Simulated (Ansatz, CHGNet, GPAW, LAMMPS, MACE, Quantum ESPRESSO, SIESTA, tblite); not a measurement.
**GPAW on glassy 68SiO2-14MgO-11ZnO-7BaO (mol %) (75 atoms): settings against a plane-wave reference**

How do the settings of GPAW change the result for glassy 68SiO2-14MgO-11ZnO-7BaO (mol %) (75 atoms)? A plane-wave run serves as the yardstick.

Program: GPAW 26.7.0. Level of theory: the method is named at each step. Results are calculated unless marked as measured.

**1. The starting structure**

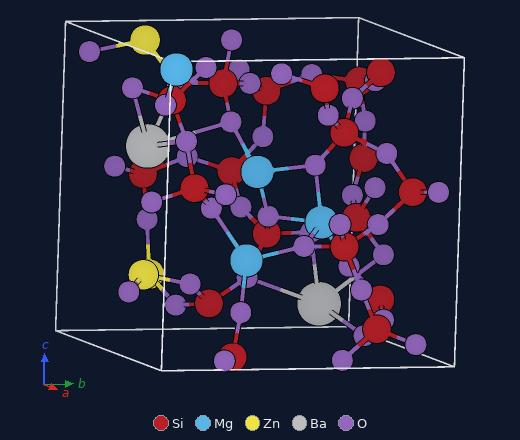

The starting structure, seen slightly off an axis (silicon red, magnesium blue, zinc yellow, barium light grey, oxygen purple).

The cell holds 75 atoms: 19 Si, 4 Mg, 3 Zn, 2 Ba and 47 O. Cell: a = 10.675 Å, b = 10.675 Å, c = 10.675 Å, α = 90.0°, β = 90.0°, γ = 90.0°. 75 atoms (19 Si, 4 Mg, 3 Zn, 2 Ba, 47 O) placed at random at 2.53 g/cm³, melted at 4000 K for 10 ps at fixed volume with the Morse and Coulomb pair potential with partial charges (Pedone, Malavasi, Menziani, Cormack and Segre, J. Phys. Chem. B 110, 11780 (2006)). Quenched from 4000 K to 300 K at 25 K/ps and fixed volume, held 5 ps, then minimised at fixed cell.

The yardstick, on the same geometry:

| Property | Result |
| --- | --- |
| method | Kohn-Sham DFT, PBE, PAW, plane waves (Ansatz 0.2.0); cutoff 420 eV, Γ point, fermi-dirac smearing of 0.05 eV; PAW set soft_2 |
| r.m.s. force component | 0.8257 eV/Å |
| longest force | 2.837 eV/Å |
| pressure | 0.3664 GPa |
| gap (highest filled to lowest empty level) | 2.296 eV |
| SCF cycles | 10 |
| time | 18 s on 4 threads of Arm Neoverse V1, shared host |
| CPU time | 62 s |

**2. PBE, LCAO dzp, h 0.18 Å**

Method: Kohn-Sham DFT, PBE, PAW, atomic orbitals (dzp).

File run.py:

```python
import numpy as np
from ase.io import read
from gpaw import GPAW, FermiDirac

atoms = read("structure.xyz")
atoms.calc = GPAW(
    mode="lcao",
    basis="dzp",
    h=0.18,
    xc="PBE",
    kpts={"size": (1, 1, 1), "gamma": True},
    occupations=FermiDirac(0.05),
    maxiter=200,
    symmetry={"point_group": False},
    txt="gpaw.txt",
)
energy = atoms.get_potential_energy(force_consistent=True)
forces = atoms.get_forces()
print(f"energy {energy:.6f} eV")
print("forces (eV/A)")
for i, (a, f) in enumerate(zip(atoms, forces)):
    print(f"{i:4d} {a.symbol:2s} {f[0]:10.5f} {f[1]:10.5f} {f[2]:10.5f}")
print(f"Fermi level {atoms.calc.get_fermi_level():.4f} eV")
for k in range(len(atoms.calc.get_ibz_k_points())):
    for s in range(atoms.calc.get_number_of_spins()):
        e = atoms.calc.get_eigenvalues(kpt=k, spin=s)
        n = np.searchsorted(e, atoms.calc.get_fermi_level())
        print(f"k {k} spin {s} levels about the Fermi level:", np.round(e[max(n - 6, 0):n], 4).tolist(), "|", np.round(e[n:n + 6], 4).tolist())
```

File structure.xyz:

```xyz
75
Lattice="10.67530 0.00000 0.00000 0.00000 10.67530 0.00000 0.00000 0.00000 10.67530" Properties=species:S:1:pos:R:3 pbc="T T T"
Si 3.56342 9.52013 4.23916
Si 3.74714 4.18931 1.37306
Si 8.95754 3.20793 0.20689
Si 9.42640 6.08150 9.51340
Si 7.96858 1.98230 5.92810
Si 2.45062 9.88255 8.81139
Si 1.18432 10.58456 5.97432
Si 8.78929 9.63958 5.80267
Si 3.57868 6.27387 3.73273
Si 9.47219 8.24624 1.17556
Si 7.30361 7.61853 7.68547
Si 6.55890 9.40259 1.80744
Si 7.77162 1.12838 8.94836
Si 0.30382 2.88820 5.41430
Si 3.80681 4.42278 8.97633
Si 1.68905 6.78309 8.41534
Si 9.24150 7.05296 4.00900
Si 1.07436 5.82914 5.57646
Si 5.60048 9.50657 9.52514
Mg 7.64031 4.07796 3.36517
Mg 5.76701 5.05967 6.16659
Mg 6.38682 7.22953 4.47829
Mg 10.51400 0.25450 10.38216
Zn 0.53921 3.14366 1.98112
Zn 4.98964 1.30922 2.55983
Zn 1.74637 2.28377 10.23324
Ba 2.64747 8.60600 1.16105
Ba 4.52868 1.48803 6.94620
O 10.59822 9.27299 0.77492
O 3.44535 7.92321 3.74511
O 0.34481 3.07780 3.85400
O 2.93421 3.06467 8.91035
O 7.46983 1.81662 7.48798
O 4.62027 3.15679 2.16890
O 9.46066 2.58054 5.89084
O 9.16058 0.39050 8.97216
O 10.36497 10.00457 5.99407
O 7.03065 2.96368 5.10717
O 1.14557 1.53874 5.80886
O 4.85182 4.37047 7.78357
O 10.45144 2.36650 0.27905
O 5.56493 9.21342 0.42883
O 8.35385 6.62851 8.43840
O 2.26797 3.51762 1.13094
O 0.81346 4.29595 6.06058
O 6.51642 0.24009 2.17904
O 6.51748 0.13376 9.22880
O 2.24523 5.78868 4.48544
O 1.56084 6.75330 6.81330
O 0.27126 6.28423 8.96544
O 4.54821 9.81071 5.40352
O 10.41034 6.43785 4.93434
O 2.83974 5.75196 8.83488
O 4.86997 5.82882 4.51224
O 1.98016 10.31490 7.36372
O 8.04309 6.01329 3.87716
[... 15 atom lines left out ...]
O 7.93623 2.27000 10.08997
O 4.31261 4.49398 10.54357
O 9.21428 4.56519 10.01204
O 3.77489 10.47941 2.97595
```

Launch:

```bash
> OMP_NUM_THREADS=1 python run.py > output.txt
```

The program printed:

```text
energy -504.131420 eV
forces (eV/A)
   0 Si    0.10321    0.53106    1.04211
   1 Si   -0.77987    0.22022   -0.67929
   2 Si    0.59837    0.17681   -0.77554
   3 Si    0.28974    0.85101    0.56886
   4 Si    1.93489   -1.79887    0.89065
   5 Si   -0.02576   -1.28345   -0.41959
   6 Si   -0.63294    0.30872   -1.04432
   7 Si    0.48049   -0.15830    0.10131
   8 Si   -1.01991    0.56225   -0.20077
   9 Si   -1.59222   -0.08248    0.61811
  10 Si    1.14788    1.22009    0.53173
  11 Si    0.48496   -1.21784   -0.21485
  12 Si    1.85245   -0.60061    0.12555
  13 Si   -0.35906   -0.26373   -0.65186
  14 Si   -1.09596    0.05026    1.00680
  15 Si   -0.15397   -0.59393   -0.38864
  16 Si    0.76529    0.91083   -0.03135
  17 Si   -0.22960   -0.40947    0.16353
  18 Si    1.26673    0.03647    0.41521
  19 Mg    0.83995   -0.13888   -0.26806
  20 Mg   -0.40620    0.12966    1.00888
  21 Mg    0.29031    1.30160   -0.67770
  22 Mg   -1.44477   -0.49605   -0.34576
  23 Zn   -0.13511    0.17778    1.58787
[...]
67 O     0.01538    0.65541    1.20801
  68 O     0.02010    0.68209   -0.79507
  69 O    -0.25560    1.15842   -0.92140
  70 O    -0.98717    0.34778   -0.60367
  71 O    -2.08939    0.63529    0.40706
  72 O     1.48193    0.91934    0.25737
  73 O     0.08223   -0.19059   -0.91545
  74 O    -0.77221    0.74166   -2.77583
Fermi level 3.2059 eV
k 0 spin 0 levels about the Fermi level: [1.332, 1.4448, 1.5146, 1.7116, 1.8616, 2.1504] | [4.2648, 5.0306, 5.7033, 5.8445, 6.0413, 6.2027]
```

gpaw.txt:

```text
Input parameters:
  mode=LCAO(),
  basis={'default': 'dzp'},
  h=0.18,
  kpts=MonkhorstPack(size=(1, 1, 1), gamma=True),
  maxiter=200,
  occupations=Occupations(name='fermi-dirac', width=0.05, fixmagmom=False),
  symmetry=Symmetry(point_group=False),
  xc=XC(name='PBE')
Unit cell  # Å
| periodic |         x |         y |         z |   lengths |    angles |
|----------|-----------|-----------|-----------|-----------|-----------|
|      yes | 10.675300 |  0.000000 |  0.000000 | 10.675300 | 90.000000 |
|      yes |  0.000000 | 10.675300 |  0.000000 | 10.675300 | 90.000000 |
|      yes |  0.000000 |  0.000000 | 10.675300 | 10.675300 | 90.000000 |
Number of symmetries: 1
Symmetry operations  # r_c * U_cc + t_c -> r_c
|   | kind |            matrix            |
|---|------|------------------------------|
| 0 |  E   |  1, 0, 0,  0, 1, 0,  0, 0, 1 |
BZ-sampling:
  Number of BZ points: 1
  Number of IBZ points: 1
  Monkhorst-Pack size: [1, 1, 1]
  Monkhorst-Pack shift: [0, 0, 0]
[... lines left out ...]
eigensolver:
density mixing:
  MSR1-Mixer
occupation numbers:
  Fermi-Dirac:
    width: 0.0500  # eV
FastPoissonSolver using
    Stencil: 6*3+1=19 point O(h^6) finite-difference Laplacian
xc functional:
  name: PBE with 2 nearest neighbor stencil
interpolation: tri-quintic # 5. degree polynomial
Initialization done in: 16.756 s
convergence criteria:
- Maximum [total energy] change in last 3 cyles: 0.0005 eV / valence electron
- Maximum integral of absolute [dens]ity change: 0.0001 electrons / valence electron
- Maximum integral of absolute [eigenst]ate change: 4e-08 eV^2 / valence electron
maximum number of iterations: 200
SCF iterations
|iter     |      energy | eigst |  dens |
|---------|-------------|-------|-------|
|iter:   1| -552.804130 |      c|       |
|iter:   2| -540.131532 |      c| -0.83 |
|iter:   3| -503.632624 |      c| -0.88 |
|iter:   4| -503.967494 |      c| -1.47 |
|iter:   5| -504.177217 |      c| -1.77 |
|iter:   6| -504.132415c|      c| -2.34 |
|iter:   7| -504.131668c|      c| -3.10 |
|iter:   8| -504.131433c|      c| -3.44 |
|iter:   9| -504.131422c|      c| -3.99 |
|iter:  10| -504.131420c|      c| -4.45c|
Converged in 10 steps
SCF loop duration: 128.278 s (12.828 s/step)
Energy contributions relative to reference atoms: (reference = -856698.843443)
Energy contributions:
  Kinetic:         567.414653
  Coulomb:        -484.963914
  Zero:              6.526880
  External:          0.000000
  Xc:             -593.109040
  Entropy:          -0.000000
  Spinorbit:         0.000000
  ----------------------------
  Free energy:    -504.131420
  Extrapolated:   -504.131420
dipole moment: (27.904262, -19.685083, -18.738258)  # |e|*Ang
Fermi level: 3.206
Eigenvalues  # (at kpt = [0.000, 0.000, 0.000])
| band index |      eig [eV] | occ [0-2] |
|------------|---------------|-----------|
|          0 |       -73.979 |     2.000 |
|        ... |               |           |
|        219 |         1.034 |     2.000 |
|        220 |         1.060 |     2.000 |
[...]
|        234 |         6.329 |     0.000 |
|        ... |               |           |
|        276 |        10.168 |     0.000 |
Gap: 2.114 eV
Transition (v -> c):
  (s=0, k=0, n=226, [0.00, 0.00, 0.00]) -> (s=0, k=0, n=227, [0.00, 0.00, 0.00])
No difference between direct/indirect transitions
Force computation time: 31.995  # s
timing:  # [seconds]
  Total:  177.062  # ━━━━━━━━━━━━━━━━━━━━━━━━━━━━━━━━━━━━━━━━━━━━━━━━━━━━━━━━
  Init:    16.756  # ━━━━━╸
  SCF:    128.278  # ━━━━━━━━━━━━━━━━━━━━━━━━━━━━━━━━━━━━━━━━╸
  Forces:  31.995  # ━━━━━━━━━━
```

Wall time 3 min (1 thread of Arm Neoverse V1, shared host); peak memory 1.6 GiB.

Banners, paths, timers and routine set-up lines are dropped from the logs unmarked, and long logs keep their key lines alone; longer cuts are marked.

Compared with the plane-wave run:

```yaml
r_m_s_force_component: 1.122 eV/Å
r_m_s_difference_of_force_components: 333 meV/Å
longest_difference_of_force_vectors: 1165 meV/Å
force_difference_over_r_m_s_force: 40.33 %
slope_of_forces_against_the_reference_s: 1.341
correlation_of_force_components: 0.9874
spacing_of_highest_filled_and_lowest_empty_level: 2.114 eV
gap_difference: -0.1811 eV
```

This run lies far from the reference in forces at the same functional.

Length of the force difference by element (eV/Å):

```csv
element,atoms,mean,most
Ba,2,0.082,0.099
Mg,4,0.20,0.26
O,47,0.65,1.2
Si,19,0.18,0.33
Zn,3,0.093,0.16
```

Levels nearest the highest filled one (eV from it): -0.82, -0.71, -0.64, -0.44, -0.29, 0.00, 2.11, 2.88, 3.55, 3.69, 3.89, 4.05.

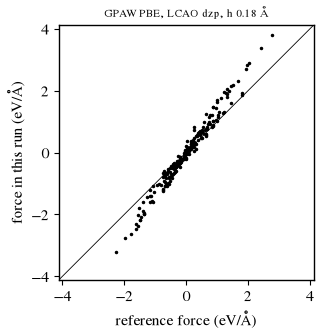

Force components against those of the reference; the line marks equality.

The surroundings of O54, which bears the longest force, nearest first, numbered as they follow in the input and with coordinates relative to it.

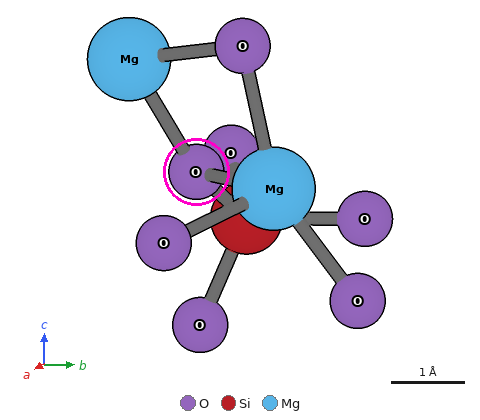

The atoms of the table, within 3.3 Å (arrows a, b, c point along x, y, z); some may hide others; the central atom is ringed.

```csv
atom,x,y,z,distance (Å),Fx,Fy,Fz (eV/Å)
O54,0.00,0.00,0.00,0.00,3.37,-1.01,1.78
Si9,-1.29,0.45,-0.78,1.57,-1.02,0.56,-0.20
Mg21,0.90,-0.77,1.65,2.03,-0.41,0.13,1.01
Mg22,1.52,1.40,-0.03,2.06,0.29,1.30,-0.68
O48,-2.62,-0.04,-0.03,2.63,-0.21,-0.84,-0.64
O70,-1.31,-0.21,-2.29,2.64,-0.26,1.16,-0.92
O30,-1.42,2.09,-0.77,2.65,-0.49,-0.36,-1.40
O66,1.77,1.01,1.98,2.84,-1.61,-2.02,-2.46
O56,3.17,0.18,-0.64,3.24,-2.63,-1.98,0.13
O67,1.28,2.54,-1.60,3.26,-1.07,-2.00,1.77
```

Atoms are counted from 1 here, from 0 in the log.

Forces lie 40 % from the reference's, at 2.9 times its CPU time (on 1 against 4 cores).

The difference per atom is largest on O (0.65 eV/Å on average, against 0.20 on Mg).

**3. PBE, LCAO szp(dzp), h 0.18 Å**

Method: Kohn-Sham DFT, PBE, PAW, atomic orbitals (szp(dzp)).

run.py, as its differences from that of step 2:

```diff
@@ -7,3 +7,3 @@
     mode="lcao",
-    basis="dzp",
+    basis="szp(dzp)",
     h=0.18,
```

structure.xyz is that of step 2.

The program printed:

```text
energy -479.526577 eV
forces (eV/A)
   0 Si    0.68705    0.82315    1.19671
   1 Si   -0.59199   -0.27995   -0.59066
   2 Si    0.52446    0.23261   -0.18042
   3 Si    0.26324    0.76642    0.67498
   4 Si    1.72120   -1.23867    0.64438
   5 Si   -0.11945   -0.91896   -0.12087
   6 Si   -0.58397    0.17232   -1.29262
   7 Si    0.42190   -0.17989    0.17010
   8 Si   -0.52145    0.49041    0.09004
   9 Si   -1.39595    0.36799    0.36321
  10 Si    0.98968    0.93592    0.16597
  11 Si    0.42206   -1.12509    0.64924
[...]
70 O    -1.01141    0.42540   -0.54780
  71 O    -2.08806    0.78777    0.46004
  72 O     1.39292    0.95804    0.30910
  73 O     0.10230    0.00809   -0.99029
  74 O    -0.90366    0.58284   -2.80728
Fermi level 3.5430 eV
k 0 spin 0 levels about the Fermi level: [1.6915, 1.7502, 1.8084, 2.0985, 2.185, 2.5465] | [4.5402, 5.2799, 5.8673, 6.074, 6.2091, 6.3771]
```

gpaw.txt:

```text
Input parameters:
  mode=LCAO(),
  basis={'default': 'szp(dzp)'},
  h=0.18,
  kpts=MonkhorstPack(size=(1, 1, 1), gamma=True),
  maxiter=200,
  occupations=Occupations(name='fermi-dirac', width=0.05, fixmagmom=False),
  symmetry=Symmetry(point_group=False),
  xc=XC(name='PBE')
[... lines left out ...]
  Fermi-Dirac:
[... lines left out ...]
convergence criteria:
- Maximum [total energy] change in last 3 cyles: 0.0005 eV / valence electron
[... lines left out ...]
Converged in 10 steps
[... lines left out ...]
  Free energy:    -479.526577
[... lines left out ...]
Fermi level: 3.543
[... lines left out ...]
|          0 |       -74.602 |     2.000 |
|        ... |               |           |
|        219 |         1.338 |     2.000 |
|        220 |         1.423 |     2.000 |
[...]
|        234 |         6.525 |     0.000 |
|        ... |               |           |
|        276 |        10.567 |     0.000 |
Gap: 1.994 eV
Transition (v -> c):
  (s=0, k=0, n=226, [0.00, 0.00, 0.00]) -> (s=0, k=0, n=227, [0.00, 0.00, 0.00])
No difference between direct/indirect transitions
Force computation time: 22.322  # s
timing:  # [seconds]
  Total:  131.034  # ━━━━━━━━━━━━━━━━━━━━━━━━━━━━━━━━━━━━━━━━━━━━━━━━━━━━━━━━
  Init:    13.015  # ━━━━━╸
  SCF:     95.666  # ━━━━━━━━━━━━━━━━━━━━━━━━━━━━━━━━━━━━━━━━━
  Forces:  22.322  # ━━━━━━━━━╸
```

Elapsed: 2.2 min, on 1 thread; peak memory 1.5 GiB.

Compared with the plane-wave run:

| Property | Result |
| --- | --- |
| r.m.s. force component | 1.088 eV/Å |
| r.m.s. difference of force components | 319.3 meV/Å |
| longest difference of force vectors | 966.8 meV/Å |
| force difference over r.m.s. force | 38.67 % |
| slope of forces against the reference's | 1.294 |
| correlation of force components | 0.9817 |
| gap (highest filled to lowest empty level) | 1.994 eV |
| gap difference | -0.3018 eV |

This is a coarse setting, run to see what it loses.

Against the first run (40 %), the force difference from the reference is 39 %, at 0.74 times the CPU time, with 706 basis functions against 1055: size alone doesn't set the difference here.

(Continued in part 2 of 2.)

[Also dropped from logs without a mark: logging warnings of Python, and SIESTA's first energy breakdown and zero terms.]

[Logs are printed without paths, hosts, clocks, repeated set-up lines and the standing remarks that a program may print on its own settings, such as how far it seeks lower states.]

[Hosts, paths, dates, database ids (printed as entryN), source tags and the programs' standing remarks are cut or masked in the printed files.]
